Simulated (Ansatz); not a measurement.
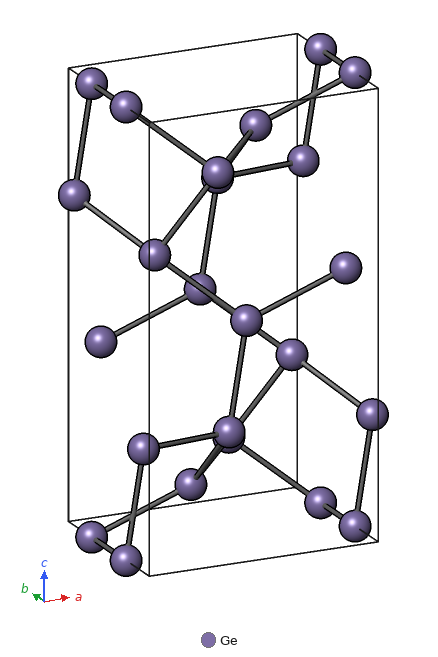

We look at a ball-and-stick model of the crystal slightly off an axis. The simulation cell is drawn as a box.

Full input:
```yaml
crystal:
  lattice:
    - [4.9460655643, -2.855612285, -1.9700863685]
    - [0.0, 0.0, -5.9102591056]
    - [4.9460655643, 8.5668368549, 0.0]
  atoms:
    - { symbol: Ge, position: [0.5, 0.7871277287, 0.5] }
    - { symbol: Ge, position: [0.0, 0.2871277287, 0.0] }
    - { symbol: Ge, position: [0.5, 0.2128722713, 0.5] }
    - { symbol: Ge, position: [0.0, 0.7128722713, 0.0] }
    - { symbol: Ge, position: [0.0549985323, 0.2276568815, 0.2488076623] }
    - { symbol: Ge, position: [0.5549985323, 0.7276568815, 0.7488076623] }
    - { symbol: Ge, position: [0.0992892404, 0.8795599788, 0.403095435] }
    - { symbol: Ge, position: [0.5992892404, 0.3795599788, 0.903095435] }
    - { symbol: Ge, position: [0.3457122273, 0.1307523165, 0.8480969027] }
    - { symbol: Ge, position: [0.8457122273, 0.6307523165, 0.3480969027] }
    - { symbol: Ge, position: [0.9450014677, 0.7723431185, 0.7511923377] }
    - { symbol: Ge, position: [0.4450014677, 0.2723431185, 0.2511923377] }
    - { symbol: Ge, position: [0.9007107596, 0.1204400212, 0.596904565] }
    - { symbol: Ge, position: [0.4007107596, 0.6204400212, 0.096904565] }
    - { symbol: Ge, position: [0.6542877727, 0.8692476835, 0.1519030973] }
    - { symbol: Ge, position: [0.1542877727, 0.3692476835, 0.6519030973] }
basis:
  ecutwfc: 500
kpoints:
  mp_grid: { grid: [7, 7, 4] }
hamiltonian:
  xc: r2scan
scf:
  occupations: { method: gaussian, width: 0.15 }
output:
  forces: true
  stress: true
  eigenvalues: true
```
Run as:
```sh
ansatz run input.yaml --threads 2 --pin off --max-ram 5120MiB --backend cpu --events-out ev --progress --plain --runs-dir out
```

The calculation: Ansatz 0.2.0, DFT r2SCAN, scalar-relativistic, plane waves, PAW, with a cutoff energy of 500 eV, 7×7×4 k-points, Gaussian smearing of 0.15 eV, no spin polarisation.

Does it come out as a metal, or with a gap?

Answer. A metal: bands cross the Fermi level.

What is the pressure at this volume?

Answer. The computed pressure is 0.0 GPa, close to zero.

It goes back to a structure listed in the Materials Project. Earlier steps of the study, as a rule a relaxation of our own, may have changed the cell and positions, so they can lie some per cent off the listed ones. It was run through Ansatz as a DFT input.
